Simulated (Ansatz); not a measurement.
A series of calculations on N

## 1. A change

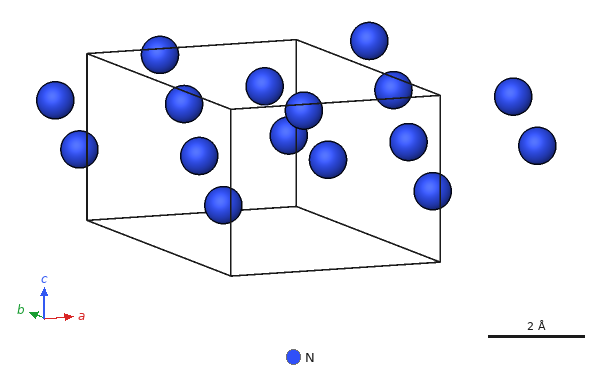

This is a symmetric starting cell of N. A ball-and-stick model of the cell of the calculation, repeated 2 × 2 × 1 with one cell outlined, seen slightly off an axis.

These are results of Ansatz 0.2.0, DFT PBE, scalar-relativistic, plane waves, PAW, not measurements. Set-up: plane-wave cutoff 420 eV; k-point mesh 10 × 6 × 12; occupations gaussian; smearing width 0.1 eV; no spin polarisation.

Change: The cell is strained by +1.4 % along a, −2.8 % along b, −9.7 % along c (volume −11.0 %) and atoms are displaced by 0.09 Å relative to the cell. No relaxation follows. The starting cell wasn't computed here and needn't be at equilibrium, so pressure and forces aren't due to the change alone.

What is the effect?

The space group stays Pnma (No. 62). The pressure is −12.3 GPa (not all of it need come from the change, since the unchanged cell can be under pressure at this level too). The principal stresses (compression positive) are −1.4 GPa along b, −10.5 GPa along c, −24.9 GPa along a. The largest forces, 0.89 eV/Å, act on 4 N atoms of the calculation's cell. The forces mostly point back along the displacements (cosine −0.92).

The changed structure in the same view:

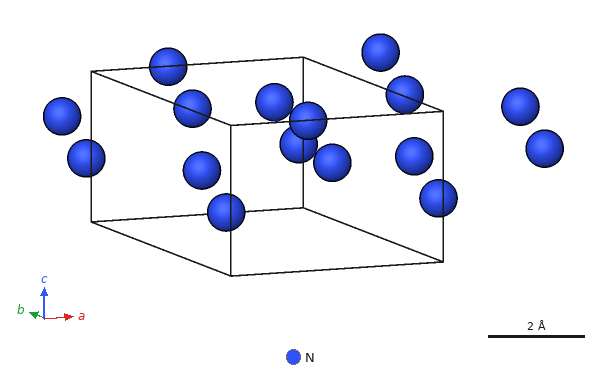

## 2. A change

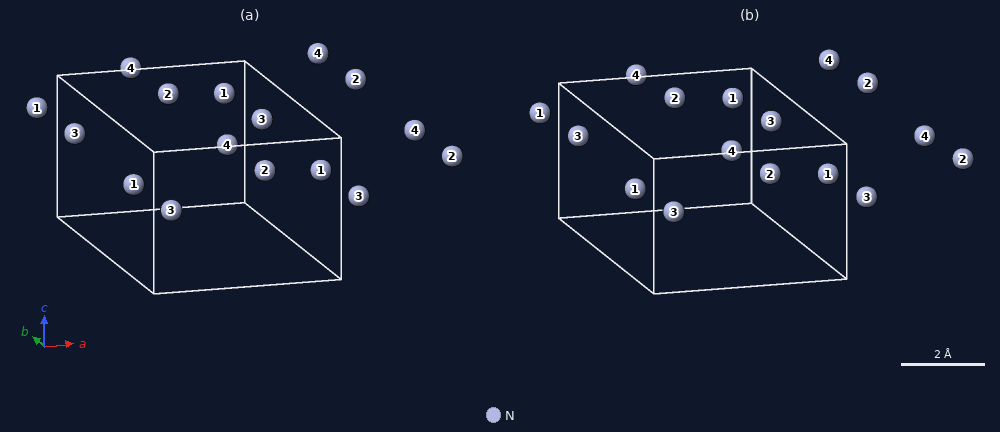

Left: a symmetric starting cell of N. Right: the same structure after one change, at the same scale. A ball-and-stick model of the cell of the calculation, repeated 2 × 2 × 1 with one cell outlined, seen slightly off an axis.

Computed with DFT PBEsol, scalar-relativistic, plane waves, PAW in Ansatz. (plane-wave cutoff 420 eV; k-point mesh 10 × 6 × 12; occupations gaussian; smearing width 0.1 eV; no spin polarisation)

**What was changed?**

The cell is strained by +3.0 % along a, −1.3 % along b, −4.7 % along c (volume −3.2 %) and atoms are displaced by 0.03 Å relative to the cell: N4 0.03 Å along [3 0 −1]. No relaxation follows. The starting cell wasn't computed here and needn't be at equilibrium, so pressure and forces aren't due to the change alone.

**How do the computed properties respond?**

The pressure is −11.5 GPa (not all of it need come from the change, since the unchanged cell can be under pressure at this level too). The principal stresses (compression positive) are −1.1 GPa along b, −8.0 GPa along c, −25.5 GPa along a. The largest forces, 0.84 eV/Å, act on N1, N2, N3 and N4; on N2 it points along −c. The forces have little in common with the displacements (cosine 0.15). The space group stays Pnma (No. 62).

## 3. Distortion

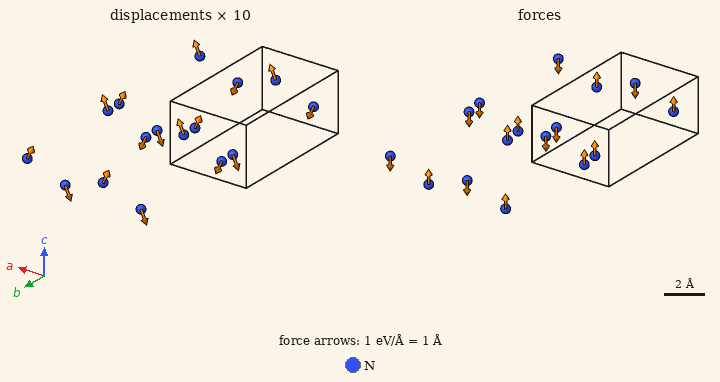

Left: a symmetric starting cell of N, with orange arrows for the displacements applied to it (without the part that the change of the cell carries along). Right: the displaced structure with the computed forces. Besides, the cell is strained by +1.4 % along a, −2.8 % along b, −9.7 % along c (volume −11.0 %). A ball-and-stick model of the cell of the calculation, repeated 2 × 2 × 1 with one cell outlined, seen from a free direction.

These are results of DFT PBE, scalar-relativistic, plane waves, PAW (Ansatz), not measurements. Set-up: plane-wave cutoff 420 eV; k-point mesh 10 × 6 × 12; occupations gaussian; smearing width 0.1 eV; no spin polarisation.

> Describe the distortion and the response.

Atoms are displaced by 0.09 Å relative to the cell. No relaxation follows. The starting cell wasn't computed here and needn't be at equilibrium, so pressure and forces aren't due to the change alone. The space group stays Pnma (No. 62). The pressure is −12.3 GPa (not all of it need come from the change, since the unchanged cell can be under pressure at this level too). The principal stresses (compression positive) are −1.4 GPa along b, −10.5 GPa along c, −24.9 GPa along a. The largest forces, 0.89 eV/Å, act on 4 N atoms of the calculation's cell. The forces mostly point back along the displacements (cosine −0.92).
